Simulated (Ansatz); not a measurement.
# Run report: Ni2Si, geometry relaxation (part 1 of 2)

The run: geometry relaxation of Ni2Si (Pnma, 12 atoms in the cell). Method and program: DFT PBE, scalar-relativistic, plane waves, PAW, no spin polarisation (Ansatz 0.2.0).

The structure derives from an entry of the Crystallography Open Database. It belongs to a series of runs on one base structure; here: structure reported for this formula (Pnma, No. 62). Figures and captions count atoms from 1; the log counts them from 0 in places.

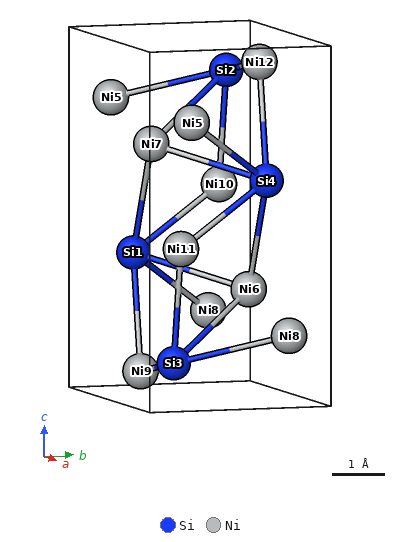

*The input geometry (ball-and-stick view of the cell of the calculation, seen slightly off an axis; atoms are numbered from 1 in the order of the input).*

## Results in brief

- outcome: converged
- space group (tolerance 0.01 Å): Pnma (62)
- electrons treated: 160
- free energy: −49267.5988 eV
- Fermi energy: 17.066 eV
- gap on the k-point mesh: none (metallic)
- pressure: 0.23 GPa
- final volume: 132.16 Å³
- largest force (length of the vector) at the end: 0.042 eV/Å
- final cell: a = 4.989 Å, b = 3.744 Å, c = 7.075 Å, α = 90.00°, β = 90.00°, γ = 90.00°
- hardware: 4 threads of Arm Neoverse V1, 24 GiB of memory available, shared host
- wall time: 48 s (CPU time 3.1 min)
- peak memory: 0.79 GiB

## Remarks

The run has no spin polarisation, so a magnetic state may lie lower.

## Input file
```yaml
crystal:
  lattice:
    - [4.99, 0.0, 0.0]
    - [0.0, 3.72, 0.0]
    - [0.0, 0.0, 7.06]
  atoms:
    - { symbol: Si, position: [0.236, 0.25, 0.386] }
    - { symbol: Si, position: [0.264, 0.75, 0.886] }
    - { symbol: Si, position: [0.736, 0.25, 0.114] }
    - { symbol: Si, position: [0.764, 0.75, 0.614] }
    - { symbol: Ni, position: [0.958, 0.25, 0.797] }
    - { symbol: Ni, position: [0.542, 0.75, 0.297] }
    - { symbol: Ni, position: [0.458, 0.25, 0.703] }
    - { symbol: Ni, position: [0.042, 0.75, 0.203] }
    - { symbol: Ni, position: [0.325, 0.25, 0.063] }
    - { symbol: Ni, position: [0.175, 0.75, 0.563] }
    - { symbol: Ni, position: [0.825, 0.25, 0.437] }
    - { symbol: Ni, position: [0.675, 0.75, 0.937] }
basis:
  ecutwfc: 420
kpoints:
  mp_grid: { grid: [4, 6, 4] }
hamiltonian:
  xc: pbe
scf:
  occupations: { method: gaussian, width: 0.1 }
  lower_state_search: "off"
output:
  forces: true
  stress: true
  eigenvalues: true
relax:
  adjacent_minimum: "off"
  f_tol: 0.04
  max_steps: 70
  cell: { stress_tol: 0.4 }
```

Command:
```bash
ansatz run input.yaml --threads 4 --pin off --max-ram 8192MiB --backend cpu --events-out ev --progress --plain --runs-dir out
```

## Log
```
Engine: ansatz 0.2.0, aarch64-unknown-linux-gnu
Pseudopotentials: kind: paw
Pseudopotential: Si, paw, valence charge 4, recommended cutoff 420 eV (normal), Si.paw.azcp
Pseudopotential: Ni, paw, valence charge 18, recommended cutoff 420 eV (normal), Ni.paw.azcp
Functional definition: PBE
  parameter kappa = 0.804
  parameter beta = 0.06672455060314922
  exchange = pbe_x(kappa = kappa, mu = beta*pi^2/3)
  correlation = pbe_c(beta = beta)
Crystal: 12 atoms, lattice volume = 131.053 Å³
Basis set: ecut = 420 eV, 2571 PW (Γ), exchange–correlation on 72×50×96 points (8 copies of the dense FFT grid, shifted against one another)
Bands: 96, of which v1, the nominal top of the filled ones, is band 80 counted from 1 (79 counted from 0)
Symmetry: 8 space group operations
Space group: Pnma (ITA 62), of the structure as read, at distance tolerance 5.1e-5 Å
k-points: 36 of 96
Non-local potential: Si, projectors of the file, l = 0: 2, l = 1: 2, l = 2: 2
Non-local potential: Ni, projectors of the file, l = 0: 3, l = 1: 2, l = 2: 3, l = 3: 1
PAW form: soft (Blöchl's): semilocal exchange-correlation on the pseudo side does not see the compensation charge
PAW one-centre angular grid: Si, 110 points (default); XC on 64 Gauss nodes
PAW one-centre angular grid: Ni, 590 points (default); XC on 64 Gauss nodes
Initial density: superposition of atomic densities (neutral atoms: chi_scale 0, normalization atom), corrected by the library's trained network
Initial wavefunctions: pseudopotential atomic-orbital guess
Functional: x = pbe(κ = 0.804, μ = 0.2195149727645171), c = pbe(β = 0.06672455060314922)
SCF iter   1: F=—  HF=-49266.376258 eV  |F-HF|=—  |Δ(HF+E_count)|=         —  Δρ=5.72e-3  dr2=2.06e-2  ethr=1.77e-3  ⟨swp⟩=5.1  Hψ=12215  notcnv=0  defer=11
preconditioner: auto → Kerker (q_TF=auto, 2.821 Å⁻¹)  [metal: Δε(μ)=0.003 eV  Ē_g=7.324 eV  σ=0.100 eV  W_gap=0.02  n_scr=52 (ndim 8)  ℏωp=31.8 eV  f_vac=0.000  D(μ)=6.29/eV (n_scr^D=52)]
SCF iter   2: F=—  HF=-49266.373960 eV  |F-HF|=—  |Δ(HF+E_count)|=   2.30e-3  Δρ=2.52e-3  dr2=3.97e-3  ethr=1.29e-5  ⟨swp⟩=2.0  Hψ=5508  notcnv=0  defer=54
SCF iter   3: F=—  HF=-49266.374046 eV  |F-HF|=—  |Δ(HF+E_count)|=   8.57e-5  Δρ=5.78e-4  dr2=3.22e-4  ethr=2.48e-6  ⟨swp⟩=2.3  Hψ=4868  notcnv=0  defer=54
SCF iter   4: F=—  HF=-49266.374042 eV  |F-HF|=—  |Δ(HF+E_count)|=   4.53e-6  Δρ=1.99e-4  dr2=4.24e-5  ethr=2.01e-7  ⟨swp⟩=2.0  Hψ=4592  notcnv=0  defer=54
SCF iter   5: F=—  HF=-49266.373949 eV  |F-HF|=—  |Δ(HF+E_count)|=   9.26e-5  Δρ=9.36e-5  dr2=8.59e-6  ethr=2.65e-8  ⟨swp⟩=2.0  Hψ=5406  notcnv=0  defer=54
SCF iter   6: F=—  HF=-49266.373948 eV  |F-HF|=—  |Δ(HF+E_count)|=   1.49e-6  Δρ=2.75e-5  dr2=7.85e-7  ethr=5.37e-9  ⟨swp⟩=2.1  Hψ=4832  notcnv=0  defer=54
SCF iter   7: F=-49266.373947 eV  HF=-49266.373947 eV  |F-HF|=5.54e-8  |Δ(HF+E_count)|=   6.31e-8  Δρ=8.04e-6  dr2=8.87e-8  ethr=6.25e-11  ⟨swp⟩=8.1  Hψ=17147  notcnv=0
SCF 1 converged in 7 iterations: F = -49266.373947 eV  dr2 = 8.87e-8
  greatest PAW one-centre occupation: 1.001 electrons in one spin orbital (limit 2), on the Ni atom at site 10 (counted from 0), in its partial waves of l = 1
relax step   1: F+E_penalty+E_count = -49266.37394744 eV  Δ(F+E_penalty+E_count) = +0.000e0 eV  max|allowed force component| = 2.703e0 eV/Å  Δτ_max = 0.0000 Å  P = +7.891 GPa  Ω = 131.053 Å³  (7 SCF iters, dr2 threshold 1.00e-7 eV, accepted)
Crystal: 12 atoms, lattice volume = 132.794 Å³
Basis set: ecut = 420 eV, 2615 PW (Γ), exchange–correlation on 72×50×96 points (8 copies of the dense FFT grid, shifted against one another)
Initial density: handed on by an earlier stage of this run
Initial wavefunctions: those handed on with the density
iter 1 solved again at ethr=4.04e-5 eV; its pass at ethr=3.10e-3 eV (dr2=6.46e-2 eV) is discarded
SCF iter   1: F=—  HF=-49267.111661 eV  |F-HF|=—  |Δ(HF+E_count)|=         —  Δρ=6.08e-3  dr2=6.39e-2  ethr=4.04e-5  ⟨swp⟩=1.8  Hψ=14830  notcnv=0
preconditioner: auto → Kerker (q_TF=auto, 2.814 Å⁻¹)  [metal: Δε(μ)=0.003 eV  Ē_g=7.201 eV  σ=0.100 eV  W_gap=0.02  n_scr=52 (ndim 8)  ℏωp=31.6 eV  f_vac=0.000  D(μ)=6.31/eV (n_scr^D=52)]
SCF iter   2: F=—  HF=-49267.102234 eV  |F-HF|=—  |Δ(HF+E_count)|=   9.43e-3  Δρ=3.50e-3  dr2=2.65e-2  ethr=3.99e-5  ⟨swp⟩=1.0  Hψ=3456  notcnv=0
SCF iter   3: F=—  HF=-49267.095432 eV  |F-HF|=—  |Δ(HF+E_count)|=   6.80e-3  Δρ=7.81e-4  dr2=1.29e-3  ethr=1.65e-5  ⟨swp⟩=2.1  Hψ=4754  notcnv=0
SCF iter   4: F=—  HF=-49267.095294 eV  |F-HF|=—  |Δ(HF+E_count)|=   1.38e-4  Δρ=3.46e-4  dr2=9.56e-5  ethr=8.08e-7  ⟨swp⟩=2.2  Hψ=5766  notcnv=0
SCF iter   5: F=—  HF=-49267.095211 eV  |F-HF|=—  |Δ(HF+E_count)|=   8.37e-5  Δρ=7.70e-5  dr2=1.02e-5  ethr=5.98e-8  ⟨swp⟩=2.4  Hψ=6016  notcnv=0
SCF iter   6: F=—  HF=-49267.095208 eV  |F-HF|=—  |Δ(HF+E_count)|=   2.55e-6  Δρ=3.57e-5  dr2=1.52e-6  ethr=7.50e-10  ⟨swp⟩=6.2  Hψ=15568  notcnv=0
SCF iter   7: F=-49267.095207 eV  HF=-49267.095208 eV  |F-HF|=5.51e-7  |Δ(HF+E_count)|=   2.19e-7  Δρ=2.51e-5  dr2=5.43e-7  ethr=7.50e-10  ⟨swp⟩=5.0  Hψ=14295  notcnv=0
SCF 2 converged in 7 iterations: F = -49267.095207 eV  dr2 = 5.43e-7
  greatest PAW one-centre occupation: 1.001 electrons in one spin orbital (limit 2), on the Ni atom at site 7 (counted from 0), in its partial waves of l = 1
relax step   2: F+E_penalty+E_count = -49267.09520743 eV  Δ(F+E_penalty+E_count) = -7.213e-1 eV  max|allowed force component| = 1.523e0 eV/Å  Δτ_max = 0.0696 Å  P = +2.673 GPa  Ω = 132.794 Å³  energy of the carried Pulay correction = -5.976e-4 eV  (7 SCF iters, dr2 threshold 1.20e-6 eV, accepted)
Crystal: 12 atoms, lattice volume = 132.634 Å³
Basis set: ecut = 420 eV, 2623 PW (Γ), exchange–correlation on 72×50×96 points (8 copies of the dense FFT grid, shifted against one another)
iter 1 solved again at ethr=1.86e-4 eV; its pass at ethr=3.10e-3 eV (dr2=2.97e-1 eV) is discarded
SCF iter   1: F=—  HF=-49267.640656 eV  |F-HF|=—  |Δ(HF+E_count)|=         —  Δρ=1.32e-2  dr2=3.01e-1  ethr=1.86e-4  ⟨swp⟩=1.9  Hψ=15343  notcnv=0
preconditioner: auto → Kerker (q_TF=auto, 2.815 Å⁻¹)  [metal: Δε(μ)=0.036 eV  Ē_g=7.155 eV  σ=0.100 eV  W_gap=0.20  n_scr=52 (ndim 8)  ℏωp=31.6 eV  f_vac=0.001  D(μ)=5.07/eV (n_scr^D=38)]
SCF iter   2: F=—  HF=-49267.602731 eV  |F-HF|=—  |Δ(HF+E_count)|=   3.79e-2  Δρ=7.80e-3  dr2=1.28e-1  ethr=1.86e-4  ⟨swp⟩=1.0  Hψ=3456  notcnv=0
SCF iter   3: F=—  HF=-49267.573305 eV  |F-HF|=—  |Δ(HF+E_count)|=   2.94e-2  Δρ=1.48e-3  dr2=4.12e-3  ethr=8.00e-5  ⟨swp⟩=2.1  Hψ=5593  notcnv=0
SCF iter   4: F=—  HF=-49267.572789 eV  |F-HF|=—  |Δ(HF+E_count)|=   5.16e-4  Δρ=7.26e-4  dr2=4.08e-4  ethr=2.58e-6  ⟨swp⟩=2.4  Hψ=5777  notcnv=0
SCF iter   5: F=—  HF=-49267.572679 eV  |F-HF|=—  |Δ(HF+E_count)|=   1.10e-4  Δρ=1.53e-4  dr2=2.77e-5  ethr=2.55e-7  ⟨swp⟩=2.5  Hψ=6022  notcnv=0
SCF iter   6: F=—  HF=-49267.572674 eV  |F-HF|=—  |Δ(HF+E_count)|=   5.59e-6  Δρ=7.22e-5  dr2=5.03e-6  ethr=1.73e-8  ⟨swp⟩=2.0  Hψ=5247  notcnv=0
SCF iter   7: F=-49267.572672 eV  HF=-49267.572673 eV  |F-HF|=1.16e-6  |Δ(HF+E_count)|=   7.77e-7  Δρ=3.58e-5  dr2=1.17e-6  ethr=7.50e-10  ⟨swp⟩=6.2  Hψ=15317  notcnv=0
SCF 3 converged in 7 iterations: F = -49267.572672 eV  dr2 = 1.17e-6
relax step   3: F+E_penalty+E_count = -49267.57267178 eV  Δ(F+E_penalty+E_count) = -4.775e-1 eV  max|allowed force component| = 1.744e-1 eV/Å  Δτ_max = 0.2000 Å  P = +0.028 GPa  Ω = 132.634 Å³  energy of the carried Pulay correction = -5.427e-4 eV  (7 SCF iters, dr2 threshold 1.20e-6 eV, accepted)
Crystal: 12 atoms, lattice volume = 132.159 Å³
Basis set: ecut = 420 eV, 2599 PW (Γ), exchange–correlation on 72×50×96 points (8 copies of the dense FFT grid, shifted against one another)
iter 1 solved again at ethr=2.81e-5 eV; its pass at ethr=3.10e-3 eV (dr2=4.50e-2 eV) is discarded
SCF iter   1: F=—  HF=-49267.611148 eV  |F-HF|=—  |Δ(HF+E_count)|=         —  Δρ=5.96e-3  dr2=4.13e-2  ethr=2.81e-5  ⟨swp⟩=2.0  Hψ=16088  notcnv=0
preconditioner: auto → Kerker (q_TF=auto, 2.817 Å⁻¹)  [metal: Δε(μ)=0.032 eV  Ē_g=7.193 eV  σ=0.100 eV  W_gap=0.18  n_scr=52 (ndim 8)  ℏωp=31.6 eV  f_vac=0.000  D(μ)=5.46/eV (n_scr^D=44)]
SCF iter   2: F=—  HF=-49267.603335 eV  |F-HF|=—  |Δ(HF+E_count)|=   7.81e-3  Δρ=3.23e-3  dr2=1.51e-2  ethr=2.58e-5  ⟨swp⟩=1.0  Hψ=3456  notcnv=0
SCF iter   3: F=—  HF=-49267.598662 eV  |F-HF|=—  |Δ(HF+E_count)|=   4.67e-3  Δρ=7.08e-4  dr2=6.96e-4  ethr=9.43e-6  ⟨swp⟩=2.2  Hψ=5139  notcnv=0
SCF iter   4: F=—  HF=-49267.598411 eV  |F-HF|=—  |Δ(HF+E_count)|=   2.51e-4  Δρ=3.12e-4  dr2=7.11e-5  ethr=4.35e-7  ⟨swp⟩=2.0  Hψ=4954  notcnv=0
SCF iter   5: F=—  HF=-49267.598394 eV  |F-HF|=—  |Δ(HF+E_count)|=   1.71e-5  Δρ=7.92e-5  dr2=5.85e-6  ethr=4.44e-8  ⟨swp⟩=2.1  Hψ=5169  notcnv=0
SCF iter   6: F=—  HF=-49267.598393 eV  |F-HF|=—  |Δ(HF+E_count)|=   1.01e-6  Δρ=3.32e-5  dr2=1.22e-6  ethr=7.50e-10  ⟨swp⟩=6.5  Hψ=15414  notcnv=0
SCF iter   7: F=-49267.598392 eV  HF=-49267.598393 eV  |F-HF|=9.40e-8  |Δ(HF+E_count)|=   1.08e-7  Δρ=1.07e-5  dr2=1.07e-7  ethr=7.50e-10  ⟨swp⟩=5.0  Hψ=12606  notcnv=0
SCF 4 converged in 7 iterations: F = -49267.598392 eV  dr2 = 1.07e-7
  greatest PAW one-centre occupation: 1.001 electrons in one spin orbital (limit 2), on the Ni atom at site 6 (counted from 0), in its partial waves of l = 1
relax step   4: F+E_penalty+E_count = -49267.59839245 eV  Δ(F+E_penalty+E_count) = -2.572e-2 eV  max|allowed force component| = 3.667e-2 eV/Å  Δτ_max = 0.0370 Å  P = +0.236 GPa  Ω = 132.159 Å³  energy of the carried Pulay correction = -3.804e-4 eV  (7 SCF iters, dr2 threshold 1.20e-6 eV, accepted)
Basis set: ecut = 420 eV, 2599 PW (Γ), exchange–correlation on 72×54×96 points (8 copies of the dense FFT grid, shifted against one another)
Initial wavefunctions: pseudopotential atomic-orbital guess (no wavefunctions were taken with the density)
iter 1 solved again at ethr=3.07e-7 eV; its pass at ethr=3.10e-3 eV (dr2=4.91e-4 eV) is discarded
SCF iter   1: F=—  HF=-49267.598555 eV  |F-HF|=—  |Δ(HF+E_count)|=         —  Δρ=3.58e-4  dr2=3.63e-6  ethr=3.07e-7  ⟨swp⟩=3.0  Hψ=21035  notcnv=0
preconditioner: auto → Kerker (q_TF=auto, 2.817 Å⁻¹)  [metal: Δε(μ)=0.032 eV  Ē_g=7.184 eV  σ=0.100 eV  W_gap=0.18  n_scr=52 (ndim 8)  ℏωp=31.6 eV  f_vac=0.000  D(μ)=5.47/eV (n_scr^D=44)]
SCF iter   2: F=—  HF=-49267.598672 eV  |F-HF|=—  |Δ(HF+E_count)|=   1.17e-4  Δρ=1.82e-4  dr2=1.00e-6  ethr=2.27e-9  ⟨swp⟩=2.0  Hψ=4065  notcnv=0
iter 3 did not close the SCF: its close was put off for the readings that it lacked (scf_convergence_deferred on its scf_iter line)
SCF iter   3: F=-49267.598754 eV  HF=-49267.598754 eV  |F-HF|=2.55e-10  |Δ(HF+E_count)|=   8.22e-5  Δρ=3.67e-6  dr2=7.52e-9  ethr=6.25e-10  ⟨swp⟩=1.0  Hψ=3456  notcnv=0
iter 4 did not close the SCF: its close was put off for the readings that it lacked (scf_convergence_deferred on its scf_iter line)
SCF iter   4: F=-49267.598754 eV  HF=-49267.598754 eV  |F-HF|=4.87e-10  |Δ(HF+E_count)|=   3.43e-9  Δρ=8.43e-7  dr2=1.09e-9  ethr=4.70e-12  ⟨swp⟩=2.0  Hψ=6256  notcnv=0
iter 5 did not close the SCF: its close was put off for the readings that it lacked (scf_convergence_deferred on its scf_iter line)
SCF iter   5: F=-49267.598754 eV  HF=-49267.598754 eV  |F-HF|=3.35e-10  |Δ(HF+E_count)|=  5.09e-11  Δρ=5.98e-7  dr2=3.08e-10  ethr=1.00e-12  ⟨swp⟩=2.4  Hψ=5196  notcnv=0
SCF iter   6: F=-49267.598754 eV  HF=-49267.598754 eV  |F-HF|=1.46e-11  |Δ(HF+E_count)|=  5.09e-11  Δρ=1.58e-7  dr2=2.24e-11  ethr=1.00e-12  ⟨swp⟩=2.0  Hψ=9938  notcnv=0
SCF 5 converged in 6 iterations: F = -49267.598754 eV  dr2 = 2.24e-11
relax step   5: F+E_penalty+E_count = -49267.59875396 eV  Δ(F+E_penalty+E_count) = -3.615e-4 eV  max|allowed force component| = 3.673e-2 eV/Å  Δτ_max = 0.0000 Å  P = +0.233 GPa  Ω = 132.159 Å³  stress off target by 2.67e-1 GPa  SCF on the basis re-selected at this cell (its energy is not comparable with the rows above)  (6 SCF iters)
```

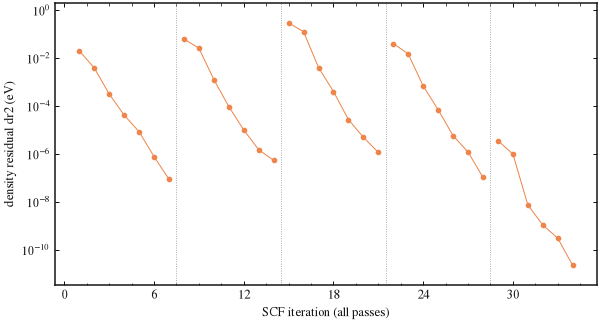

*Convergence of the self-consistent field: density residual dr2 against the SCF iteration. The dotted lines part the SCF passes of the relaxation: geometry steps, rejected trials and re-solves on a re-selected basis.*

The 5 passes take 6 to 7 iterations each, 34 in all.

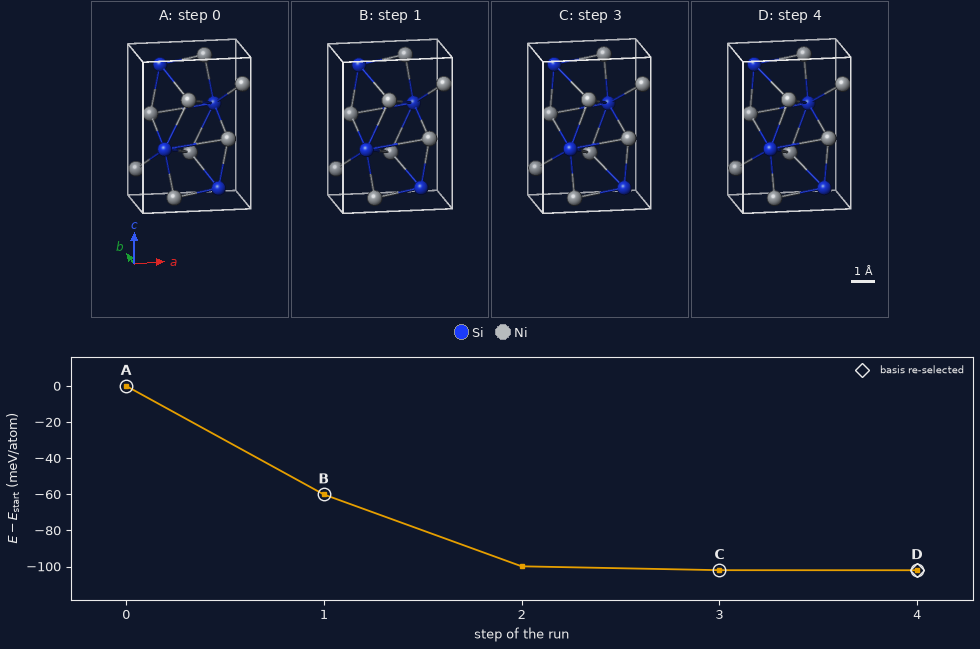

*Frames of the relaxation (ball-and-stick view of the cell of the calculation, seen slightly off an axis) above the curves, on which the letters mark them (the first geometry is step 0 here and step 1 in the log).*

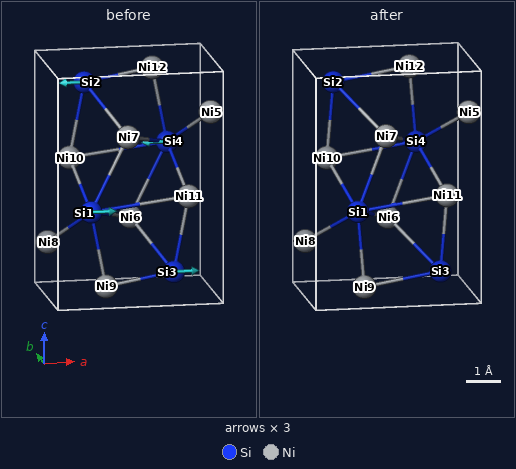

*Before (left) and after (right) the relaxation, at one scale (ball-and-stick view of the cell of the calculation, seen slightly off an axis). The teal arrows give the displacements (without the part carried along by the change of the cell), magnified 3 times.*

The energy falls by 102 meV per atom in 3 geometry steps. Largest force component: 2.7 eV/Å at the start, 0.037 eV/Å at the end. Pressure: 7.89 GPa at the start and 0.23 GPa at the end. The largest moves relative to the cell, 0.26 Å, are those of Si1, Si2, Si3 and Si4. By element the largest moves are Si 0.26 Å, Ni 0.03 Å. The drawn cell changes as follows: a 4.990 → 4.989 Å (0.0 %), b 3.720 → 3.744 Å (+0.7 %), c 7.060 → 7.075 Å (+0.2 %); the volume changes by +0.8 %. Distances before and after: Si1–Ni11 2.082 → 2.327 Å, Si1–Ni6 2.487 → 2.347 Å, Si1–Ni8 2.463 → 2.579 Å, Si1–Ni7 2.497 → 2.419 Å. Among the angles that change: Si2–Ni5–Si2 96.8° → 105.8°, Si2–Ni5–Si3 92.6° → 85.9°, Si2–Ni5–Si4 159.8° → 166.5°. The space group stays Pnma (No. 62). A last SCF at the same geometry on a re-selected plane-wave basis shifts the energy by next to nothing (0.0 meV per atom). (Atoms are counted from 1 in the order of the input.)
